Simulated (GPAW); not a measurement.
## Core-hole calculation of the Zn K edge in ZnSe (Stilleite, F-43m)

How does the Zn K edge of ZnSe (Stilleite, F-43m) move when the bonds are compressed or stretched?

Main program and level: GPAW 26.7.0; X-ray absorption from dipole matrix elements to empty bands, plane-wave PAW PBE.

## (1) The starting structure

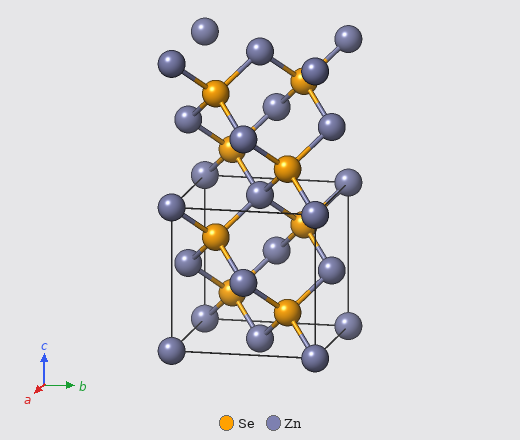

The starting structure, seen slightly off an axis (selenium orange, zinc blue). 1×1×2 cells are drawn. This picture shows the conventional cell, with its axes. Bonds to atoms that aren't drawn are left out. Some periodic images of atoms are drawn too.

As a file:

```cif
data_structure
_symmetry_space_group_name_H-M 'F-43m'
_symmetry_Int_Tables_number 216
_cell_length_a 5.6676
_cell_length_b 5.6676
_cell_length_c 5.6676
_cell_angle_alpha 90.000
_cell_angle_beta 90.000
_cell_angle_gamma 90.000
_cell_volume 182.05
loop_
_atom_site_label
_atom_site_type_symbol
_atom_site_symmetry_multiplicity
_atom_site_Wyckoff_symbol
_atom_site_fract_x
_atom_site_fract_y
_atom_site_fract_z
_atom_site_occupancy
Se1 Se 4 c 0.25000 0.25000 0.25000 1
Zn1 Zn 4 a 0.00000 0.00000 0.00000 1
```

## (2) Ground state of the crystal

The ground state comes first: it tells whether the system has a gap, which decides how the excited electron is treated.

File scf.py:

```python
import numpy as np
from ase import Atoms
from ase.parallel import parprint, paropen
from gpaw import GPAW, PW, FermiDirac, Mixer, MixerDif, setup_paths
from gpaw.test import gen
setup_paths.insert(0, '.')
gen('Zn', name='nch1s', xcname='PBE', corehole=(1, 0, 0), write_xml=True)
from gpaw.mpi import world
world.barrier()

atoms = Atoms('SeZn',
    cell=[[0, 2.8338, 2.8338],
     [2.8338, 0, 2.8338],
     [2.8338, 2.8338, 0]],
    scaled_positions=[[0.75, 0.75, 0.75],
     [0, 0, 0]],
    pbc=True)
atoms.calc = calc = GPAW(legacy_gpaw=True, mode=PW(430, force_complex_dtype=True), xc='PBE', setups={1: 'nch1s'},
    kpts={'size': (8, 8, 8), 'gamma': True}, occupations=FermiDirac(0.05),
    charge=0, mixer=Mixer(0.1, 5, 50), maxiter=150,
    convergence={'density': 0.0001, 'eigenstates': 1e-6}, txt='scf.txt')
energy = atoms.get_potential_energy() + calc.get_reference_energy()
ef = calc.get_fermi_level()
out = dict(energy=energy, fermi=ef, forces=atoms.get_forces().tolist())
parprint(f'all-electron energy {energy:.4f} eV, Fermi level {ef:.4f} eV')
ev = np.array([[calc.get_eigenvalues(k, s) for k in range(len(calc.get_ibz_k_points()))] for s in range(calc.get_number_of_spins())])
out['homo'], out['lumo'], out['counts'] = ev[ev < ef].max(), ev[ev > ef].min(), sorted(set((ev < ef).sum((0, 2)).tolist()))
out['filled'] = (ev[:, 0] < ef).sum(1).tolist()
import json
with paropen('out.json', 'w') as f:
    json.dump(out, f)
```

Launch:

```console
> OMP_NUM_THREADS=1 mpirun -n 4 gpaw python scf.py
```

Numbers of over 12 decimals in the logs are rounded to 6 here.

Output:

```text
Input parameters:
  convergence: {density: 0.0001,
                eigenstates: 1e-06}
  kpts: {gamma: True,
         size: (8, 8, 8)}
  maxiter: 150
  mixer: {backend: pulay,
          beta: 0.1,
          method: separate,
          nmaxold: 5,
          weight: 50}
  mode: {ecut: 430.0,
         force_complex_dtype: True,
         name: pw}
  occupations: {fixmagmom: False,
                name: fermi-dirac,
                width: 0.05}
  setups: {1: nch1s}
  xc: PBE

Initialize ...

[... PAW data sets ...]

Reference energy: -114964.859495  # eV

Spin-paired calculation

[... convergence settings ...]
Symmetries present (total): 24
  [... symmetry matrices ...]

512 k-points: 8 x 8 x 8 Monkhorst-Pack grid + [1/16,1/16,1/16]
29 k-points in the irreducible part of the Brillouin zone
       k-points in crystal coordinates                weights
   0:     0.00000000    0.00000000    0.00000000          1/512
   1:     0.12500000    0.12500000    0.00000000          6/512
   2:     0.12500000    0.12500000    0.12500000          8/512
   3:     0.25000000    0.12500000    0.12500000         12/512
   4:     0.25000000    0.25000000    0.00000000          6/512
   5:     0.25000000    0.25000000    0.12500000         24/512
   6:     0.25000000    0.25000000    0.25000000          8/512
   7:     0.37500000    0.25000000   -0.37500000         24/512
   8:     0.37500000    0.25000000    0.12500000         24/512
   9:     0.37500000    0.25000000    0.25000000         24/512
          ...
  28:     0.50000000    0.50000000    0.50000000          4/512

Wave functions: Plane wave expansion
  Cutoff energy: 430.000 eV
  Number of coefficients (min, max): 902, 941
  Pulay-stress correction: 0.000000 eV/Ang^3 (de/decut=0.000000)
  Using FFTW library
  Wavefunction extrapolation:
    Improved wavefunction reuse through dual PAW basis

Occupation numbers: Fermi-Dirac:
  width: 0.0500  # eV

Eigensolver
   Davidson(niter=2)

Densities:
  Coarse grid: 20*20*20 grid
  Fine grid: 40*40*40 grid
  Total Charge: 0.000000

Density mixing:
  Method: separate
  Backend: pulay
  Linear mixing parameter: 0.1
  old densities: 5
  Width of damping distribution: 1.1
  Damping of long wavelength oscillations: 50

[... Hamiltonian set-up ...]
Number of atoms: 2
Number of atomic orbitals: 13
Number of bands in calculation: 13
Number of valence electrons: 18
Bands to converge: occupied

... initialized

Initializing position-dependent things.

Density initialized from atomic densities
Creating initial wave functions:
  13 bands from LCAO basis set

                    Se

       Zn

Atomic positions and initial magnetic moments

Positions:
   0 Se     4.250700    4.250700    4.250700    ( 0.0000,  0.0000,  0.0000)
   1 Zn     0.000000    0.000000    0.000000    ( 0.0000,  0.0000,  0.0000)

Unit cell:
           periodic     x           y           z      points  spacing
  1. axis:    yes    0.000000    2.833800    2.833800    20     0.1636
  2. axis:    yes    2.833800    0.000000    2.833800    20     0.1636
  3. axis:    yes    2.833800    2.833800    0.000000    20     0.1636

  Lengths:   4.007598   4.007598   4.007598
  Angles:   60.000000  60.000000  60.000000

Effective grid spacing dv^(1/3) = 0.1785

iter:   1    -6.220726
iter:   2    -6.201949   -0.82  -1.23
iter:   3    -6.077446   -1.26  -1.30
iter:   4    -6.086540   -2.13  -1.63
iter:   5    -6.300269   -0.96  -1.69
iter:   6    -6.114924   -1.99  -1.82
iter:   7    -6.081634   -2.14  -2.21
iter:   8    -6.072835   -2.44  -2.44
iter:   9    -6.072947c  -3.58  -3.07
iter:  10    -6.072985c  -4.46  -3.21
iter:  11    -6.072844c  -3.96  -3.32
iter:  12    -6.072836c  -5.49  -4.10c
iter:  13    -6.072833c  -6.17c -4.22c

Converged after 13 iterations.

Dipole moment: (3.605474, 3.605474, 3.605474) |e|*Ang

Energy contributions relative to reference atoms: (reference = -114964.859495)

Kinetic:        +13.250640
Potential:      -11.236864
External:        +0.000000
XC:              -8.012609
Entropy (-ST):   -0.000000
Local:           -0.074000
SIC:             +0.000000
--------------------------
Free energy:     -6.072833
Extrapolated:    -6.072833

Showing only first 2 kpts
 Kpt  Band  Eigenvalues  Occupancy
  0     7      3.87203    2.00000
  0     8      3.87203    2.00000
  0     9      5.17030    0.00001
  0    10      9.68447    0.00000

  1     7      3.44857    2.00000
  1     8      3.44857    2.00000
  1     9      6.59562    0.00000
  1    10      8.94038    0.00000

Fermi level: 4.55571

Gap: 1.298 eV
Transition (v -> c):
  (s=0, k=0, n=8, [0.00, 0.00, 0.00]) -> (s=0, k=0, n=9, [0.00, 0.00, 0.00])
No difference between direct/indirect transitions

Forces in eV/Ang:
  0 Se    0.00000   -0.00000    0.00000
  1 Zn    0.00000   -0.00000    0.00000
Scalar-relativistic atomic PBE calculation for Zn (Zinc, Z=30)
Core hole in 1s state (1s occupation: 2.0)
600 radial gridpoints.
|------------------------------------------------|
|------------------------------------------------|
[... the atom generator's iteration count ...]

Energy contributions:
-------------------------
Kinetic:    +1823.613160
XC:           -71.504391
Potential:  -3547.729445
-------------------------
Total:      -1795.620676

state      eigenvalue         ekin         rmax
-----------------------------------------------
1s^2.0 :  -349.886846   450.954911        0.033
2s^2.0 :   -42.553114    85.456797        0.189
2p^6.0 :   -36.898923    83.258415        0.152
3s^2.0 :    -4.747216    18.925213        0.588
3p^6.0 :    -3.065290    16.692437        0.592
3d^10.0:    -0.372700    11.038803        0.566
4s^2.0 :    -0.219651     1.423087        2.092
4p^0.0 :    -0.041035     0.518678        3.084
-----------------------------------------------
(units: Bohr and Hartree)

Generating PAW setup
Kinetic energy of the core from tauc = 1727.898395
Cutoffs:
rc(s)=2.430
rc(p)=2.400
rc(d)=2.230
rc(vbar)=2.260
rc(comp)=2.200
rc(nct)=2.430

Kinetic energy of the core states: 1710.378955
Charge: 0.0
Core electrons: 18.0
Valence electrons: 12.0
Pseudo-core charge: 0.104275
Shape function alpha=2.066
Pseudo-electron charge 3.892839
state    eigenvalue         norm
--------------------------------
4s(2) :    -0.219651     1.125459
*s    :     0.780349
4p(0) :    -0.041035     1.007410
*p    :     0.958965
3d(10):    -0.372700     0.153765
*d    :     0.627300
--------------------------------

Diagonalizing with gridspacing h=0.050

state   all-electron     PAW
-------------------------------
4s:      -0.219651    -0.219820
4p:      -0.041035    -0.041071
3d:      -0.372700    -0.373322
*f:                    0.071886
-------------------------------
all-electron energy -114970.9323 eV, Fermi level 4.5557 eV
```

Wall time 6.6 s (4 MPI ranks of Arm Neoverse V1, shared host); peak memory 0.17 GiB; 26 s of CPU time.

The mesh shows a gap of 1.30 eV, so the hole is first treated in a charged cell, without the excited electron.

## (3) Supercell without a hole, the energy reference

The photon energy needs a difference of total energies, so the cell and mesh of the coming hole run are first run without a hole.

scf.py: that of step 2 with these lines changed.

```diff
@@ -10,11 +10,17 @@
 
-atoms = Atoms('SeZn',
-    cell=[[0, 2.8338, 2.8338],
-     [2.8338, 0, 2.8338],
-     [2.8338, 2.8338, 0]],
+atoms = Atoms('Se4Zn4',
+    cell=[[0, 0, 5.6676],
+     [5.6676, 0, 0],
+     [0, 5.6676, 0]],
     scaled_positions=[[0.75, 0.75, 0.75],
-     [0, 0, 0]],
+     [0.75, 0.25, 0.25],
+     [0.25, 0.25, 0.75],
+     [0.25, 0.75, 0.25],
+     [0, 0, 0],
+     [0, 0.5, 0.5],
+     [0.5, 0.5, 0],
+     [0.5, 0, 0.5]],
     pbc=True)
-atoms.calc = calc = GPAW(legacy_gpaw=True, mode=PW(430, force_complex_dtype=True), xc='PBE', setups={1: 'nch1s'},
-    kpts={'size': (8, 8, 8), 'gamma': True}, occupations=FermiDirac(0.05),
+atoms.calc = calc = GPAW(legacy_gpaw=True, mode=PW(430, force_complex_dtype=True), xc='PBE', setups={4: 'nch1s'},
+    kpts={'size': (3, 3, 3), 'gamma': True}, occupations=FermiDirac(0.02),
     charge=0, mixer=Mixer(0.1, 5, 50), maxiter=150,
```

Output:

```text
Input parameters:
  convergence: {density: 0.0001,
                eigenstates: 1e-06}
  kpts: {gamma: True,
         size: (3, 3, 3)}
  maxiter: 150
  mixer: {backend: pulay,
          beta: 0.1,
          method: separate,
          nmaxold: 5,
          weight: 50}
  mode: {ecut: 430.0,
         force_complex_dtype: True,
         name: pw}
  occupations: {fixmagmom: False,
                name: fermi-dirac,
[...]
*s    :     0.780349
4p(0) :    -0.041035     1.007410
*p    :     0.958965
3d(10):    -0.372700     0.153765
*d    :     0.627300
--------------------------------

Diagonalizing with gridspacing h=0.050

state   all-electron     PAW
-------------------------------
4s:      -0.219651    -0.219820
4p:      -0.041035    -0.041071
3d:      -0.372700    -0.373322
*f:                    0.071886
-------------------------------
all-electron energy -459883.7032 eV, Fermi level 4.3695 eV
[key lines of the parts left out:]
Converged after 16 iterations.
Dipole moment: (-0.000000, -0.000000, -0.000000) |e|*Ang
Free energy:    -24.267394
Fermi level: 4.36951
```

Wall time 11 s (4 MPI ranks); peak memory 0.22 GiB; 43 s of CPU time.

Reference energy: -459883.703 eV with the cores included.

(Continued in part 2 of 3.)

[Banner, clock and machine lines of the logs are left out without a mark of their own.]

[Logs are printed without paths, hosts, clocks, repeated set-up lines and the standing remarks that a program may print on its own settings, such as how far it seeks lower states.]

[Hosts, paths, dates, database ids (printed as entryN), source tags and the programs' standing remarks are cut or masked in the printed files.]

[Lists of maxima count a maximum above −3 eV only where it reaches 4 % of the highest in the window and stands out from its surroundings by 2 % of it (1.5 % where it reaches 55 %); shoulders and weaker maxima are passed over, and of the rest the first, up to two pre-edge ones and the few strongest are named.]
